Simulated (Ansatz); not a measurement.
## Na: single-point calculation

System: Na (P6₃/mmc, 2 atoms in the cell).
Method: DFT r2SCAN, scalar-relativistic, plane waves, PAW, no spin polarisation (Ansatz 0.2.0).

The structure derives from an entry of the Crystallography Open Database. It belongs to a series of runs on one base structure; here: strain -0.050 along x and y, +0.025 along z, atoms carried along. Figures and captions count atoms from 1; the log counts them from 0 in places.

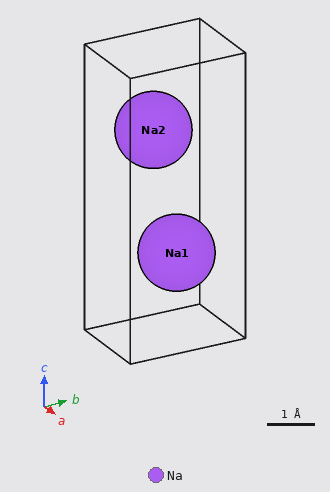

Fig. 1: The structure (spheres-only view of the cell of the calculation, seen slightly off an axis; atoms are numbered from 1 in the order of the input). An atom can appear more than once, as a periodic image.

Summary:

| quantity | value |
| --- | --- |
| outcome | converged |
| space group (tolerance 0.01 Å) | P6₃/mmc (194) |
| electrons treated | 18 |
| free energy | −2977.2105 eV |
| Fermi energy | 2.012 eV |
| gap on the k-point mesh | none (metallic) |
| pressure | 0.69 GPa |
| largest force (length of the vector) | under 0.001 eV/Å |
| hardware | 1 thread of Arm Neoverse V1, 24 GiB of memory available, shared host |
| wall time | 13 s |
| peak memory | 0.5 GiB |

The input:
```yaml
crystal:
  lattice:
    - [3.5786509477, 0.0, 0.0]
    - [-1.7893254739, 3.099202632, 0.0]
    - [0.0, 0.0, 6.30785]
  atoms:
    - { symbol: Na, position: [0.3333333333, 0.6666666667, 0.25] }
    - { symbol: Na, position: [0.6666666667, 0.3333333333, 0.75] }
basis:
  ecutwfc: 500
kpoints:
  mp_grid: { grid: [12, 12, 8] }
hamiltonian:
  xc: r2scan
scf:
  occupations: { method: gaussian, width: 0.15 }
output:
  forces: true
  stress: true
  eigenvalues: true
  write_density: true
  write_potential: true
  elf: true
  volumetric_format: npy
```

Command:
```bash
ansatz run input.yaml --threads 1 --pin off --max-ram 2560MiB --backend cpu --events-out ev --progress --plain --runs-dir out
```

What the program printed:
```
Engine: ansatz 0.2.0, aarch64-unknown-linux-gnu
Pseudopotentials: kind: paw
Pseudopotential: Na, paw, valence charge 9, recommended cutoff 500 eV (meta_gga), Na.paw.azcp
Functional definition: r2SCAN
  parameter k0 = 0.174
  parameter k1 = 0.065
  parameter a1 = 4.9479
  exchange = r2scan_x(k0 = k0, k1 = k1, a1 = a1)
  correlation = r2scan_c
Crystal: 2 atoms, lattice volume = 69.960 Å³
Basis set: ecut = 500 eV, 1799 PW (Γ), exchange–correlation on 108×108×192 points (64 copies of the dense FFT grid, shifted against one another)
Bands: 13, of which v1, the nominal top of the filled ones, is band 9 counted from 1 (8 counted from 0)
Symmetry: 24 space group operations
Space group: P63/mmc (ITA 194), of the structure as read, at distance tolerance 4.1e-5 Å
k-points: 95 of 1152
Non-local potential: Na, projectors of the file, l = 0: 3, l = 1: 2, l = 2: 1
PAW form: soft (Blöchl's): semilocal exchange-correlation on the pseudo side does not see the compensation charge
PAW frozen core: Na, regenerated for the run's functional (the file was generated under x = pbe(κ = 0.804, μ = 0.2195149727645171), c = pbe(β = 0.06672455060314922))
PAW one-centre angular grid: Na, 302 points (default); XC on 339 of its mesh's 2595 points in the sphere
Initial density: superposition of atomic densities (neutral atoms: chi_scale 0, normalization atom), corrected by the library's trained network
Initial wavefunctions: pseudopotential atomic-orbital guess
Functional: x = r2scan, c = r2scan; τ floored in thin density (d = 2e-4 eV/Å³)
SCF iter   1: F=—  HF=-2977.218273 eV  |F-HF|=—  |Δ(HF+E_count)|=         —  Δρ=7.41e-3  dr2=1.72e-2  dr2_τ=2.55e-4  ethr=1.77e-3  ⟨swp⟩=4.2  Hψ=6081  notcnv=0
preconditioner: auto → Kerker (q_TF=auto, 2.176 Å⁻¹)  [metal: Δε(μ)=0.060 eV  Ē_g=5.417 eV  σ=0.150 eV  W_gap=0.22  n_scr=10 (ndim 8)  ℏωp=6.3 eV  f_vac=0.000  D(μ)=0.80/eV (n_scr^D=2)]
SCF iter   2: F=—  HF=-2977.209935 eV  |F-HF|=—  |Δ(HF+E_count)|=   8.34e-3  Δρ=2.50e-3  dr2=2.35e-3  dr2_τ=6.12e-4  ethr=9.58e-5  ⟨swp⟩=2.0  Hψ=2756  notcnv=0
SCF iter   3: F=—  HF=-2977.210294 eV  |F-HF|=—  |Δ(HF+E_count)|=   3.59e-4  Δρ=6.60e-4  dr2=2.17e-4  dr2_τ=3.48e-5  ethr=1.30e-5  ⟨swp⟩=2.0  Hψ=2078  notcnv=0
SCF iter   4: F=—  HF=-2977.210538 eV  |F-HF|=—  |Δ(HF+E_count)|=   2.43e-4  Δρ=1.02e-4  dr2=1.23e-5  dr2_τ=5.43e-7  ethr=1.21e-6  ⟨swp⟩=1.7  Hψ=1332  notcnv=0
SCF iter   5: F=—  HF=-2977.210543 eV  |F-HF|=—  |Δ(HF+E_count)|=   5.54e-6  Δρ=2.76e-5  dr2=1.04e-6  dr2_τ=5.92e-8  ethr=6.81e-8  ⟨swp⟩=1.6  Hψ=1291  notcnv=0
SCF iter   6: F=-2977.210543 eV  HF=-2977.210543 eV  |F-HF|=3.42e-8  |Δ(HF+E_count)|=   8.78e-8  Δρ=6.71e-6  dr2=2.22e-8  dr2_τ=2.49e-9  ethr=5.56e-10  ⟨swp⟩=9.4  Hψ=8799  notcnv=0
SCF 1 converged in 6 iterations: F = -2977.210543 eV  dr2 = 2.22e-8
  greatest PAW one-centre occupation: 1.000 electrons in one spin orbital (limit 2), on the Na atom at site 1 (counted from 0), in its partial waves of l = 0
SCF converged after 6 iterations
Free energy (F): -2977.210543 eV
Harris-Foulkes:  -2977.210543 eV  (|F-HF|=3.42e-8)
Internal energy: -2977.201441 eV  (E = F + TS)
E sigma→0 (E₀):  -2977.205992 eV
Entropy (-TS):   -0.009102 eV (-4.551 meV/atom)
Fermi energy:    2.012373 eV
--- Per-component energies (eV) ---
  E_band       = -499.142346
  E_kinetic    = 240.574885
  E_local      = -2858.993211  (includes V_loc(G=0)·N_el)
  E_nonlocal   = 231.909937
  E_hartree    = 1045.672462
  E_xc         = -71.677756
  E_vxc        = -107.793867  (∫ρ·V_xc dr)
  E_paw        = -535.484939  (= ΣΔE_a)
  E_vpaw       = -105.831666  (= ΣTr[D̂ρ^β])
  E_aug_tail   = -0.000001  (compensation charges beyond the density's cutoff)
  E_vtau       = 9.646706  (kinetic-family band-sum trace: ∫τ·v_τ [+ j·A + Jᵃ·Aᵃ] dr)
  E_ewald      = -1029.150283
  E_core_change = -0.052535  (= ΣΔE_core)
  E_smearing   = -0.009102  (= −TS)
  E_closure    = -0.000000  (closes the sum)
  Σ components = -2977.210543   (vs F -2977.210543, Δ=0.00e0)
--- Forces (eV/Å), atoms counted from 1 ---
  atom   1  Na    -0.00000000    -0.00000000     0.00000000
  atom   2  Na     0.00000000     0.00000000     0.00000000
  max |Σ_I F_I| component: 1.45e-19 eV/Å
--- Stress (GPa, compression-positive) ---
        1.143364      -0.000000       0.000000
       -0.000000       1.143364       0.000000
        0.000000       0.000000      -0.209370
  P = ⅓ Tr σ = 0.6925 GPa (6.925 kbar)
--- Band table (eV; the first three rows and the last of 95) ---
  k-point 0: bands = ["-53.4639", "-53.4623", "-23.8896", "-23.8596", "-23.8596", "-23.8558", "-23.8558", "-23.8536", "-1.6123", "2.1473", "2.7831", "13.0187", "13.8258"]
  k-point 1: bands = ["-53.4639", "-53.4624", "-23.8882", "-23.8595", "-23.8595", "-23.8560", "-23.8560", "-23.8549", "-1.5470", "1.4820", "3.5608", "11.9055", "13.8691"]
  k-point 2: bands = ["-53.4637", "-53.4625", "-23.8843", "-23.8591", "-23.8591", "-23.8589", "-23.8564", "-23.8564", "-1.3514", "0.6884", "4.6919", "10.3184", "13.9932"]
  k-point 94: bands = ["-53.4606", "-53.4606", "-23.8910", "-23.8910", "-23.8876", "-23.8876", "-23.8612", "-23.8612", "4.4311", "4.4311", "4.5230", "4.5230", "5.9497"]
```

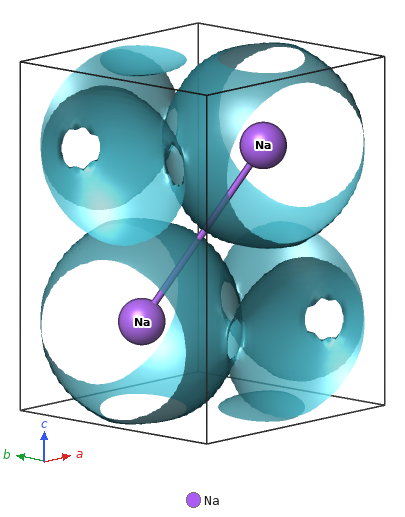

Fig. 2: Isosurface of the electron localisation function at 0.45 (cyan), seen at an oblique angle. Core shells and regions of very low density are left out. Sticks mark near contacts. The outline is the cell set on symmetry axes. Along the contacts the grid gives the following. Na–Na (3.58 Å): the ELF is about 0.45 at the midpoint (nearly free electrons, as in a simple metal). Na–Na (3.77 Å): the ELF is about 0.50 at the midpoint, which marks nearly free electrons, as in a simple metal. Core electrons are frozen (PAW), so the fields are smoothed inside the atomic spheres.

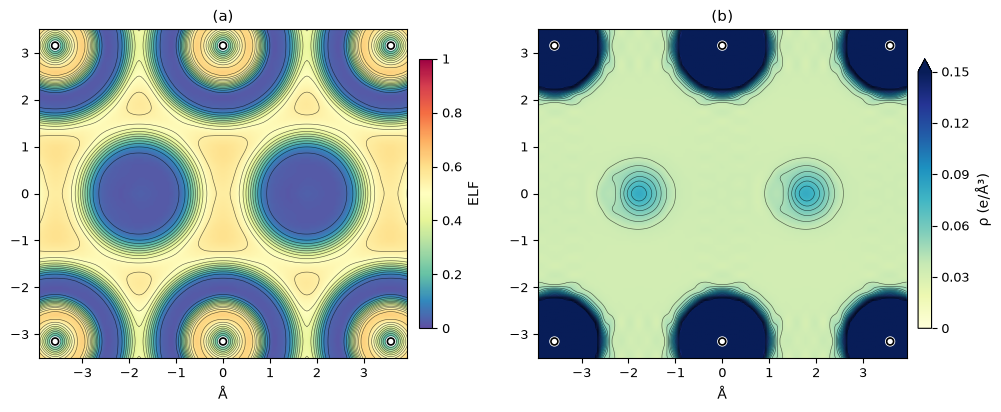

Fig. 3: (a) electron localisation function; (b) valence electron density on the (100) plane of the conventional cell. Circles mark the nuclei in the plane (Na). Na–Na (3.58 Å): the density is about 0.03 e/Å³ at the midpoint; the ELF is about 0.45 at the midpoint, which marks nearly free electrons, as in a simple metal. Away from the nuclei the density in this plane falls to 0.03 e/Å³ at its lowest. The strong features right at Na lie inside the PAW spheres (semicore, d or f shells) and say nothing about bonding.

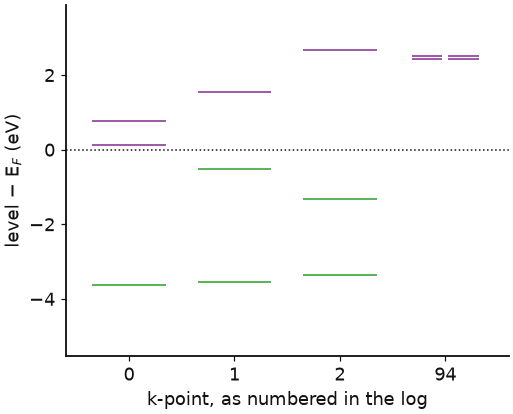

Fig. 4: Kohn–Sham levels near the Fermi level (dotted) at the few k-points that the log prints; levels within 0.02 eV of each other stand side by side. The system is metallic on the full mesh.
